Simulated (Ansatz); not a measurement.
## Geometry relaxation, with input and output: W15S28 (charge +2) (part 1 of 4)

W15S28 (defect cell, 43 atoms in the cell, total charge +2), computed with DFT PBE+D3(BJ), scalar-relativistic, plane waves, PAW, no spin polarisation (Ansatz 0.2.0).

The structure derives from a Materials Project entry. It belongs to a series of runs on one base structure; here: W interstitial, charge +2, atoms relaxed at the host's cell.

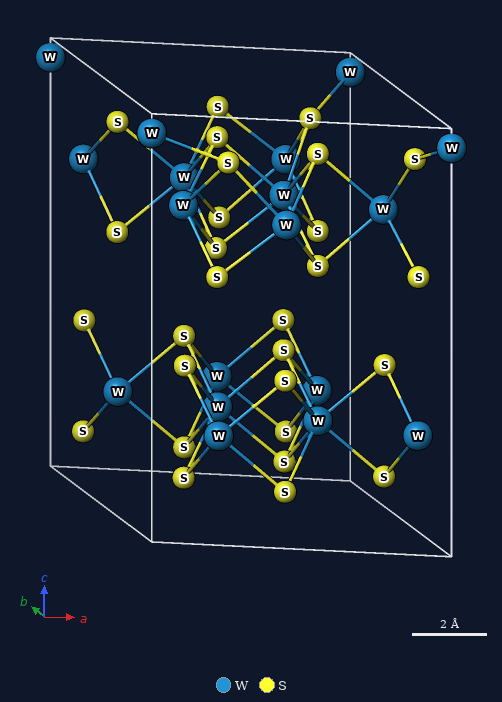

**Figure 1.** The starting structure (ball-and-stick view of the cell of the calculation, seen slightly off an axis).

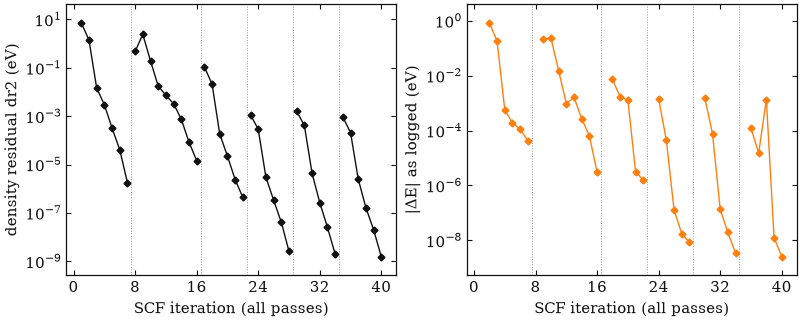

**Figure 2.** Convergence of the self-consistent field: density residual dr2 and size of the energy change against the SCF iteration. The dotted lines part the SCF passes of the relaxation: geometry steps, rejected trials and re-solves on a re-selected basis. The 6 passes take 6 to 9 iterations each, 40 in all.

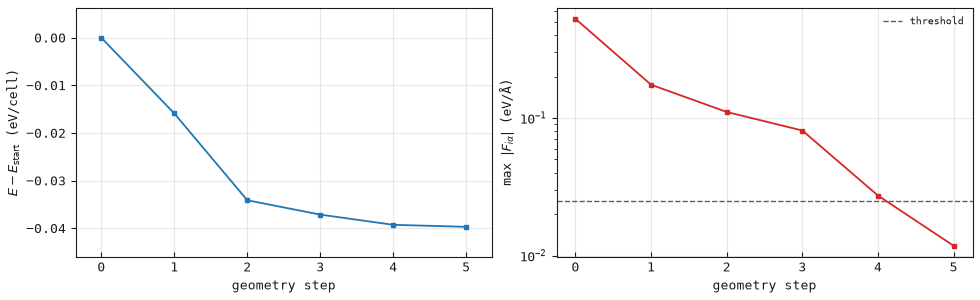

**Figure 3.** Progress of the relaxation, step by step (the first geometry is step 0 here and step 1 in the log).

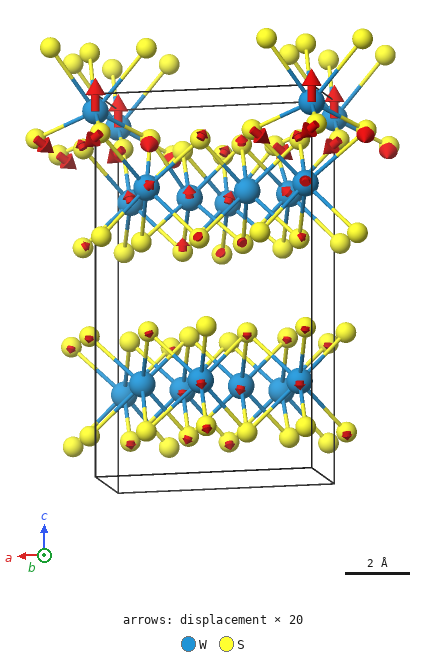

**Figure 4.** The starting structure with the displacements as red arrows, magnified 20 times (ball-and-stick view of the cell of the calculation, with bonded neighbours outside it, seen at an oblique angle). The atom that moves furthest is W43 (0.053 Å). Largest moves by element: W 0.053 Å, S 0.039 Å. The cell doesn't change. Among the contacts that change: S38–W43 2.633 → 2.591 Å, W10–S17 2.509 → 2.469 Å, W11–S17 2.400 → 2.381 Å, W10–S19 2.599 → 2.587 Å. Among the angles that change: W11–S17–W43 152.8° → 155.5°, S17–W43–S41 153.4° → 156.1°, S17–W43–S19 107.5° → 105.4°. Over 5 geometry steps the energy falls by 39.7 meV per cell of the calculation. The largest force component goes from 0.53 to 0.012 eV/Å. (Atoms are counted from 1 in the order of the input.)

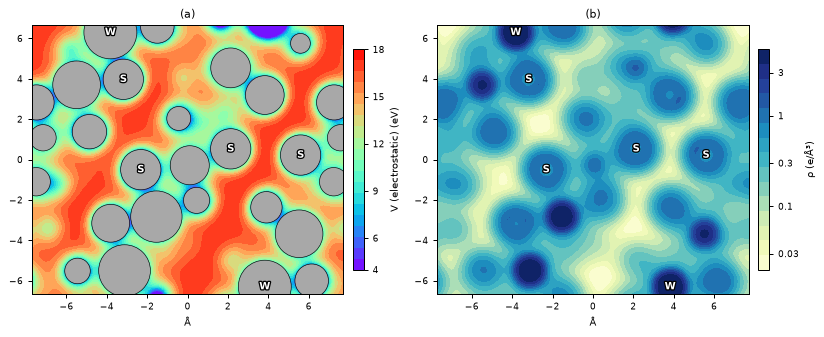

**Figure 5.** (a) electrostatic potential energy of an electron; (b) valence charge density (pseudo) on the (111) plane of the calculation cell. Grey discs, where drawn, cover atomic cores. The section cuts through W and S sites. W–S (2.41 Å): ρ is about 0.62 e/Å³ halfway. Away from the nuclei the density in this plane falls to 0.02 e/Å³ at its lowest. Outside the cores the potential energy rises away from the atoms and is highest about 2.0 Å from the nearest atoms; outside the discs it spans about 12 eV, and its zero is arbitrary. The fields are those of the smooth PAW valence density.

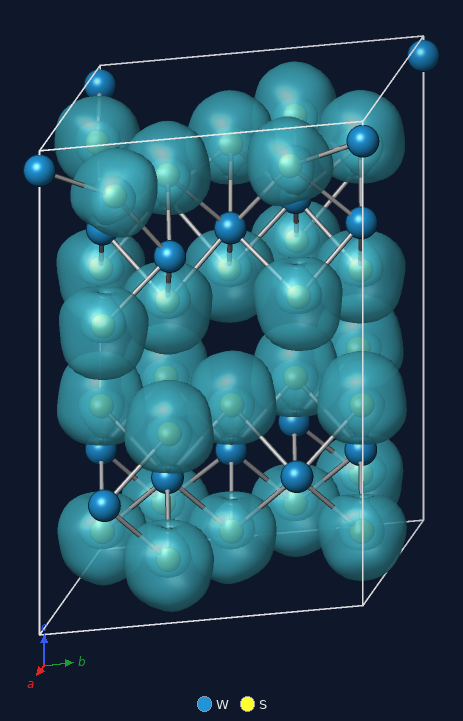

**Figure 6.** Isosurface of the ELF at 0.7 (cyan), seen slightly off an axis. Only the valence region is drawn (cores and ρ < 0.01 e/Å³ removed). Sticks mark near contacts. The outline is the calculation cell. Along the contacts the grid gives the following. W–S (2.26 Å): the ELF is about 0.40 at the midpoint. W–S (2.38 Å): the ELF is about 0.40 at the midpoint.

These pictures come from the run below.

## The input
```yaml
crystal:
  lattice:
    - [7.8852229175, -2.7315213444, 0.0]
    - [-6.308178334, -5.4630426888, 0.0]
    - [0.0, 0.0, -12.1448340132]
  atoms:
    - { symbol: W, position: [0.0958953808, 0.6190580885, 0.244737489] }
    - { symbol: W, position: [0.3809419115, 0.4768372923, 0.244737489] }
    - { symbol: W, position: [0.9519677958, 0.1913279752, 0.2474663569] }
    - { symbol: W, position: [0.6666666667, 0.3333333333, 0.2472068763] }
    - { symbol: W, position: [0.2393601794, 0.0480322042, 0.2474663569] }
    - { symbol: W, position: [0.8086720248, 0.7606398206, 0.2474663569] }
    - { symbol: W, position: [0.5231627077, 0.9041046192, 0.244737489] }
    - { symbol: W, position: [0.3333333333, 0.6666666667, 0.7446719082] }
    - { symbol: W, position: [0.6152293636, 0.5175314839, 0.7395811488] }
    - { symbol: W, position: [0.1839091066, 0.2315087275, 0.7516002679] }
    - { symbol: W, position: [0.9023021203, 0.3847706364, 0.7395811488] }
    - { symbol: W, position: [0.4824685161, 0.0976978797, 0.7395811488] }
    - { symbol: W, position: [0.047599621, 0.8160908934, 0.7516002679] }
    - { symbol: W, position: [0.7684912725, 0.952400379, 0.7516002679] }
    - { symbol: S, position: [0.0955878249, 0.6210362491, 0.8744340092] }
    - { symbol: S, position: [0.3789637509, 0.4745515757, 0.8744340092] }
    - { symbol: S, position: [0.953845716, 0.2247334651, 0.8872801794] }
    - { symbol: S, position: [0.6666666667, 0.3333333333, 0.8705923906] }
    - { symbol: S, position: [0.270887749, 0.046154284, 0.8872801794] }
    - { symbol: S, position: [0.7752665349, 0.729112251, 0.8872801794] }
    - { symbol: S, position: [0.5254484243, 0.9044121751, 0.8744340092] }
    - { symbol: S, position: [0.3333333333, 0.6666666667, 0.3747900391] }
    - { symbol: S, position: [0.6164052293, 0.5228093007, 0.3764776251] }
    - { symbol: S, position: [0.1912415297, 0.2394873197, 0.3758230143] }
    - { symbol: S, position: [0.9064040714, 0.3835947707, 0.3764776251] }
    - { symbol: S, position: [0.4771906993, 0.0935959286, 0.3764776251] }
    - { symbol: S, position: [0.04824579, 0.8087584703, 0.3758230143] }
    - { symbol: S, position: [0.7605126803, 0.95175421, 0.3758230143] }
    - { symbol: S, position: [0.0967753637, 0.627048888, 0.6161217176] }
    - { symbol: S, position: [0.372951112, 0.4697264758, 0.6161217176] }
    - { symbol: S, position: [0.9532398637, 0.1874609111, 0.6184568257] }
    - { symbol: S, position: [0.6666666667, 0.3333333333, 0.6086453004] }
    - { symbol: S, position: [0.2342210474, 0.0467601363, 0.6184568257] }
    - { symbol: S, position: [0.8125390889, 0.7657789526, 0.6184568257] }
    - { symbol: S, position: [0.5302735242, 0.9032246363, 0.6161217176] }
    - { symbol: S, position: [0.3333333333, 0.6666666667, 0.1145470427] }
    - { symbol: S, position: [0.6191709623, 0.5227460468, 0.1166465388] }
    - { symbol: S, position: [0.1842987361, 0.2307874028, 0.1155640918] }
    - { symbol: S, position: [0.9035750845, 0.3808290377, 0.1166465388] }
    - { symbol: S, position: [0.4772539532, 0.0964249155, 0.1166465388] }
    - { symbol: S, position: [0.0464886667, 0.8157012639, 0.1155640918] }
    - { symbol: S, position: [0.7692125972, 0.9535113333, 0.1155640918] }
    - { symbol: W, position: [0.0, 0.0, 0.9546709566] }
  host:
    lattice:
      - [3.154089167, 0.0, 0.0]
      - [-1.5770445835, 2.7315213444, 0.0]
      - [0.0, 0.0, 12.1448340132]
    atoms:
      - { symbol: W, position: [0.3333333333, 0.6666666667, 0.75] }
      - { symbol: W, position: [0.6666666667, 0.3333333333, 0.25] }
      - { symbol: S, position: [0.3333333333, 0.6666666667, 0.1203422033] }
      - { symbol: S, position: [0.6666666667, 0.3333333333, 0.6203422033] }
      - { symbol: S, position: [0.3333333333, 0.6666666667, 0.3796577967] }
      - { symbol: S, position: [0.6666666667, 0.3333333333, 0.8796577967] }
total_charge: 2
basis:
  ecutwfc: 420
  xc_grid: 2
kpoints:
  mp_grid: { grid: [2, 2, 2], shift: [0.0, 0.0, 0.0] }
hamiltonian:
  xc: pbe
  dispersion: d3bj
scf:
  occupations: { method: gaussian, width: 0.01 }
output:
  forces: true
  stress: false
  eigenvalues: true
  charged_corrections:
    defect_position: [0.0, 0.0, 0.80769231]
    epsilon: [[14.17, 0.0, 0.0], [0.0, 14.17, 0.0], [0.0, 0.0, 6.6534]]
  write_density: true
  write_potential: true
  elf: true
  volumetric_format: npy
relax:
  adjacent_minimum: "off"
  f_tol: 0.025
  max_steps: 45
```

Run as:
```bash
ansatz run input.yaml --threads 4 --pin off --max-ram 6144MiB --backend cpu --events-out ev --progress --plain --runs-dir out
```

## Log
```
Engine: ansatz 0.2.0, aarch64-unknown-linux-gnu
Pseudopotentials: kind: paw
Pseudopotential: W, paw, valence charge 14, recommended cutoff 420 eV (normal), W.paw.azcp
Pseudopotential: S, paw, valence charge 6, recommended cutoff 420 eV (normal), S.paw.azcp
Functional definition: PBE
  parameter kappa = 0.804
  parameter beta = 0.06672455060314922
  exchange = pbe_x(kappa = kappa, mu = beta*pi^2/3)
  correlation = pbe_c(beta = beta)
Crystal: 43 atoms, lattice volume = 732.433 Å³
Basis set: ecut = 420 eV, 14321 PW (Γ), exchange–correlation on 120×120×180 points (8 copies of the dense FFT grid, shifted against one another)
Bands: 231, of which v1, the nominal top of the filled ones, is band 188 counted from 1 (187 counted from 0)
Symmetry: 3 space group operations
Space group: P3 (ITA 143), of the structure as read, at distance tolerance 9.0e-5 Å
k-points: 4 of 8
Non-local potential: W, projectors of the file, l = 0: 3, l = 1: 2, l = 2: 2, l = 3: 1
Non-local potential: S, projectors of the file, l = 0: 2, l = 1: 2, l = 2: 2
PAW form: soft (Blöchl's): semilocal exchange-correlation on the pseudo side does not see the compensation charge
PAW one-centre angular grid: W, 590 points (default); XC on 64 Gauss nodes
PAW one-centre angular grid: S, 110 points (default); XC on 64 Gauss nodes
Initial density: superposition of atomic densities (neutral atoms scaled as one to the charged cell's electrons: chi_scale 0, normalization atom), corrected by the library's trained network
Initial wavefunctions: pseudopotential atomic-orbital guess
Functional: x = pbe(κ = 0.804, μ = 0.2195149727645171), c = pbe(β = 0.06672455060314922)
SCF iter   1: F=—  HF=-181103.526620 eV  |F-HF|=—  |Δ(HF+E_count)|=         —  Δρ=1.76e-2  dr2=7.26e0  ethr=1.77e-3  ⟨swp⟩=6.2  Hψ=3586  notcnv=0  defer=56
preconditioner: auto → Resta (q_TF=auto, 2.441 Å⁻¹)  ε∞=8.3  [insulator: Δε(μ)=0.042 eV  Ē_g=8.142 eV  σ=0.010 eV  W_gap=1.00  n_scr=182 (ndim 8)  ℏωp=22.0 eV  f_vac=0.009  D(μ)=0.52/eV (n_scr^D=0)  ε∞_Penn≈8.3]
SCF iter   2: F=—  HF=-181102.682282 eV  |F-HF|=—  |Δ(HF+E_count)|=   8.44e-1  Δρ=7.68e-3  dr2=1.42e0  ethr=1.77e-3  ⟨swp⟩=2.0  Hψ=1087  notcnv=0  defer=148
SCF iter   3: F=—  HF=-181102.504580 eV  |F-HF|=—  |Δ(HF+E_count)|=   1.78e-1  Δρ=1.30e-3  dr2=1.47e-2  ethr=3.78e-4  ⟨swp⟩=3.0  Hψ=1167  notcnv=0  defer=148
SCF iter   4: F=—  HF=-181102.504002 eV  |F-HF|=—  |Δ(HF+E_count)|=   5.78e-4  Δρ=6.71e-4  dr2=2.97e-3  ethr=3.90e-6  ⟨swp⟩=2.0  Hψ=1644  notcnv=0  defer=148
SCF iter   5: F=—  HF=-181102.503817 eV  |F-HF|=—  |Δ(HF+E_count)|=   1.84e-4  Δρ=1.84e-4  dr2=3.23e-4  ethr=7.89e-7  ⟨swp⟩=2.0  Hψ=1473  notcnv=0  defer=148
SCF iter   6: F=—  HF=-181102.503931 eV  |F-HF|=—  |Δ(HF+E_count)|=   1.14e-4  Δρ=5.98e-5  dr2=4.13e-5  ethr=8.60e-8  ⟨swp⟩=2.0  Hψ=1473  notcnv=0  defer=148
SCF iter   7: F=-181102.503976 eV  HF=-181102.503973 eV  |F-HF|=2.33e-6  |Δ(HF+E_count)|=   4.22e-5  Δρ=1.33e-5  dr2=1.78e-6  ethr=4.16e-9  ⟨swp⟩=18.0  Hψ=9910  notcnv=0
SCF 1 converged in 7 iterations: F = -181102.503976 eV  dr2 = 1.78e-6
  greatest PAW one-centre occupation: 1.000 electrons in one spin orbital (limit 2), on the W atom at site 7 (counted from 0), in its partial waves of l = 0
relax step   1: F+E_penalty+E_count = -181102.50397555 eV  Δ(F+E_penalty+E_count) = +0.000e0 eV  max|allowed force component| = 5.263e-1 eV/Å  Δτ_max = 0.0000 Å  (7 SCF iters, dr2 threshold 1.56e-5 eV, accepted)
Initial density: handed on by an earlier stage of this run
Initial wavefunctions: those handed on with the density
iter 1 solved again at ethr=1.25e-4 eV; its pass at ethr=3.10e-3 eV (dr2=4.69e-1 eV) is discarded
SCF iter   1: F=—  HF=-181102.563924 eV  |F-HF|=—  |Δ(HF+E_count)|=         —  Δρ=4.96e-3  dr2=4.73e-1  ethr=1.25e-4  ⟨swp⟩=1.2  Hψ=2610  notcnv=0  defer=145
preconditioner: auto → LDOS  [insulator: Δε(μ)=0.034 eV  Ē_g=8.304 eV  σ=0.010 eV  W_gap=0.98  n_scr=182 (ndim 8)  ℏωp=22.0 eV  f_vac=0.010  D(μ)=2.25/eV (n_scr^D=2)  ε∞_Penn≈8.0  β→1.0]
SCF iter   2: F=—  HF=-181102.775138 eV  |F-HF|=—  |Δ(HF+E_count)|=   2.11e-1  Δρ=5.82e-3  dr2=2.40e0  ethr=1.25e-4  ⟨swp⟩=4.5  Hψ=1386  notcnv=0  defer=145  recentre
SCF iter   3: F=—  HF=-181102.537900 eV  |F-HF|=—  |Δ(HF+E_count)|=   2.37e-1  Δρ=2.75e-3  dr2=1.93e-1  ethr=1.25e-4  ⟨swp⟩=3.8  Hψ=1334  notcnv=0  defer=145
SCF iter   4: F=—  HF=-181102.522814 eV  |F-HF|=—  |Δ(HF+E_count)|=   1.51e-2  Δρ=8.81e-4  dr2=1.75e-2  ethr=5.13e-5  ⟨swp⟩=2.0  Hψ=1092  notcnv=0  defer=145
SCF iter   5: F=—  HF=-181102.521848 eV  |F-HF|=—  |Δ(HF+E_count)|=   9.66e-4  Δρ=5.59e-4  dr2=7.29e-3  ethr=4.65e-6  ⟨swp⟩=2.0  Hψ=1132  notcnv=0  defer=145
SCF iter   6: F=—  HF=-181102.520216 eV  |F-HF|=—  |Δ(HF+E_count)|=   1.63e-3  Δρ=3.98e-4  dr2=3.27e-3  ethr=1.94e-6  ⟨swp⟩=2.0  Hψ=1050  notcnv=0  defer=145
SCF iter   7: F=—  HF=-181102.519944 eV  |F-HF|=—  |Δ(HF+E_count)|=   2.72e-4  Δρ=2.37e-4  dr2=7.51e-4  ethr=8.71e-7  ⟨swp⟩=2.0  Hψ=1014  notcnv=0  defer=145
SCF iter   8: F=—  HF=-181102.519880 eV  |F-HF|=—  |Δ(HF+E_count)|=   6.40e-5  Δρ=9.36e-5  dr2=8.55e-5  ethr=2.00e-7  ⟨swp⟩=2.0  Hψ=1038  notcnv=0  defer=145
SCF iter   9: F=-181102.519866 eV  HF=-181102.519877 eV  |F-HF|=1.07e-5  |Δ(HF+E_count)|=   2.99e-6  Δρ=3.53e-5  dr2=1.45e-5  ethr=4.60e-9  ⟨swp⟩=16.8  Hψ=8936  notcnv=0
SCF 2 converged in 9 iterations: F = -181102.519866 eV  dr2 = 1.45e-5
relax step   2: F+E_penalty+E_count = -181102.51986601 eV  Δ(F+E_penalty+E_count) = -1.589e-2 eV  max|allowed force component| = 1.747e-1 eV/Å  Δτ_max = 0.0545 Å  (9 SCF iters, dr2 threshold 1.73e-5 eV, accepted)
```
